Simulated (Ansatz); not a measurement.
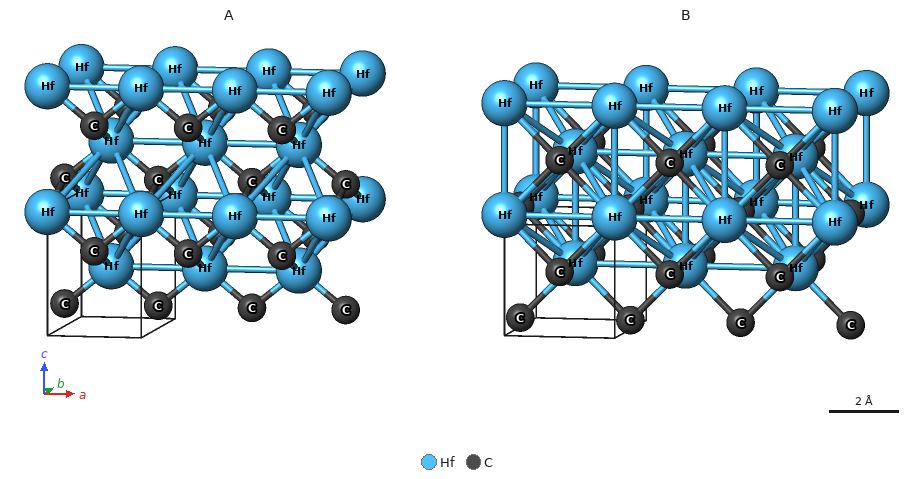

Two geometries of crystalline HfC (a generated structure, set up in Imm2), drawn at one scale. One is the start of a relaxation, the other its converged end. The picture is a ball-and-stick view of the conventional cell (2 times the calculation's cell), repeated 3 × 1 × 2 with one cell outlined, seen slightly off an axis. Lengths and directions refer to the drawn axes.

Computed with Kohn-Sham DFT of a periodic cell, HSE06, Ansatz PAW in Ansatz 0.2.0. Settings: plane-wave cutoff 420 eV; k-point mesh 6 × 6 × 6; occupations fermi-dirac; smearing width 0.05 eV; no spin polarisation; cell and atoms relaxed; force threshold 0.01 eV/Å; at most 40 steps.

Which of the two is the end point?

Answer. Structure B is the relaxed one. The run lets cell and atoms move. Over 8 accepted moves (10 points after the start) the energy falls by 2226 meV per atom. Largest force component: 12 eV/Å at the start, under 0.0001 eV/Å at the end. Pressure: 66.11 GPa at the start and 0.00 GPa at the end. The SCF was repeated twice at an unchanged geometry on a basis and grid sized afresh for the cell, which shifted the energy by 7.6 meV per atom at most. The largest moves relative to the cell, 0.32 Å, are those of Hf and C atoms. By element the largest moves are Hf 0.32 Å, C 0.32 Å. The volume changes by −3.0 %, with a 2.793 → 3.282 Å (+17.5 %), b 4.994 → 4.642 Å (−7.1 %), c 3.695 → 3.282 Å (−11.2 %). Some distances before and after: C–Hf 2.922 → 2.321 Å, C–Hf 1.795 → 2.321 Å, Hf–Hf 2.793 → 3.282 Å, Hf–Hf 3.695 → 3.282 Å. New bonds form, among them: C–Hf (2.92 → 2.32 Å). Bond angles that change, for instance: Hf–C–Hf 147.9° → 180.0°, Hf–C–Hf 102.2° → 90.0°, Hf–C–Hf 100.0° → 90.0°. The space group (tolerance 0.01 Å) goes from Imm2 (No. 44) to Fm-3m (No. 225).
